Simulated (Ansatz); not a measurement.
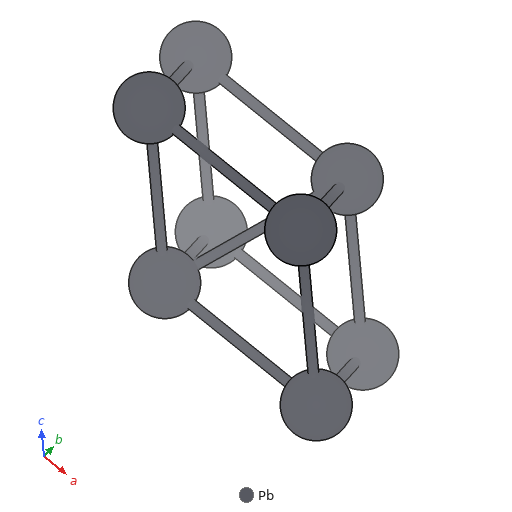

System: Pb, space group Im-3m (No. 229). The picture shows the cell.

The given structure:
```
CELL_PARAMETERS angstrom
-1.97966 1.97966 1.97966
1.97966 -1.97966 1.97966
1.97966 1.97966 -1.97966
ATOMIC_POSITIONS crystal
Pb 0.00000 0.00000 0.00000
```

How it was computed, with Ansatz 0.2.0: deformation of a crystal at fixed volume, lengths along the axis scaled against those across it, fractional coordinates fixed, by plane-wave density functional theory with PAW datasets, free energies less that of the undisturbed cell, pressure positive in compression; scalar-relativistic. Level: PBEsol, no spin polarisation.

- wave cutoff: 420 eV
- k mesh: 18×18×18
- occupations: Gaussian
- smearing width: 0.15 eV
- k shift: (0, 0, 0) (mesh steps)
- start: as given
- path: tetragonal
- axis direction: (0, 0, 1) (Cartesian unit vector)

Predict the energy change and pressure against relative axial ratio. The relative axial ratio takes the values 0.650, 0.707, 0.780, 0.850, 0.920, 0.960, 1.000, 1.050, 1.100, 1.200, 1.300, 1.414, 1.500.

The energy change is 160 meV/atom at relative axial ratio 0.650 and −37 meV/atom at 1.500; the lowest computed point is at relative axial ratio 1.414 (−38 meV/atom); there is a further local minimum at 0.850 (−15 meV/atom); the curve passes over a maximum at 1.000 (0 meV/atom). The pressure goes from 2.508 GPa at relative axial ratio 0.650 to −1.416 GPa at 1.500, not monotonically, with a low of −1.595 GPa at 0.960, and changes sign near 0.73.

```csv
axial ratio relative to the start,energy change (meV/atom),pressure (GPa)
0.650,160,2.508
0.707,49,0.432
0.780,-6,-0.909
0.850,-15,-1.416
0.920,-8,-1.591
0.960,-2,-1.595
1.000,0,-1.585
1.050,-3,-1.584
1.100,-10,-1.486
1.200,-26,-1.436
1.300,-35,-1.427
1.414,-38,-1.431
1.500,-37,-1.416
```

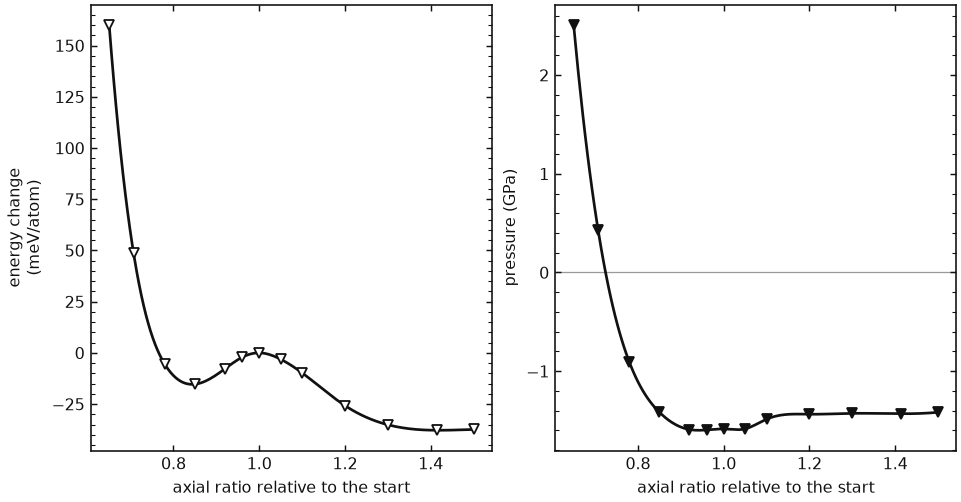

Keep in mind: reference crystal is not relaxed.
